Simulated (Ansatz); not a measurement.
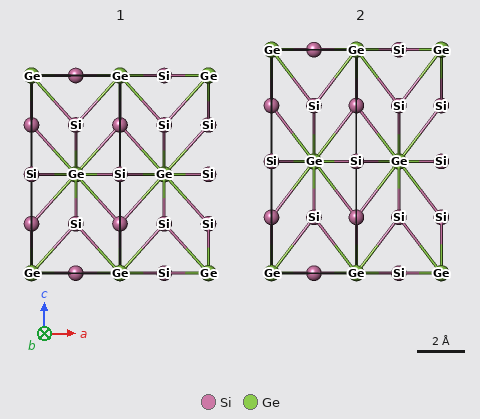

Two geometries of a crystal of Si3Ge (built on the TiAl3 (D0_22)_139 type), drawn at one scale. One is the start of a relaxation, the other its converged end. The picture is a ball-and-stick view of the conventional cell (2 times the calculation's cell), repeated 2 × 1 × 1 with one cell outlined, seen along the b axis. Lengths and directions refer to the drawn axes.

Theory: Ansatz, DFT PBE, scalar-relativistic, plane waves, PAW. Set-up: plane-wave cutoff 420 eV; k-point mesh 18 × 18 × 18; occupations gaussian; smearing width 0.1 eV; no spin polarisation; cell and atoms relaxed; force threshold 0.01 eV/Å; at most 80 steps.

Question: Which one is relaxed?

Answer: Structure 2 is the relaxed one. Case: TiAl3 (D0_22) type (I4/mmm, No. 139). No atom moves by more than 0.005 Å relative to the cell. The drawn cell changes as follows: a = b 3.829 → 3.673 Å (−4.1 %), c 8.552 → 9.670 Å (+13.1 %); the volume changes by +4.1 %. Among the contacts that change: Ge–Si 2.870 → 3.036 Å, Ge–Si 2.707 → 2.597 Å. The space group stays I4/mmm (No. 139). After 9 accepted moves (12 points after the start) the energy has fallen by 57.7 meV per cell of the calculation. All forces vanish by symmetry, so only the cell relaxes. The pressure goes from 1.73 to 0.00 GPa. The line search rejected the trial step at point 5 of the run. The SCF was repeated twice at an unchanged geometry on a basis and grid sized afresh for the cell, which shifted the energy by 3.8 meV per cell of the calculation at most. Cost: 6.9 min on 1 thread of Intel(R) Xeon(R) Platinum 8375C CPU @ 2.90GHz (Ice Lake), with other jobs on the host, peak memory 0.81 GiB.
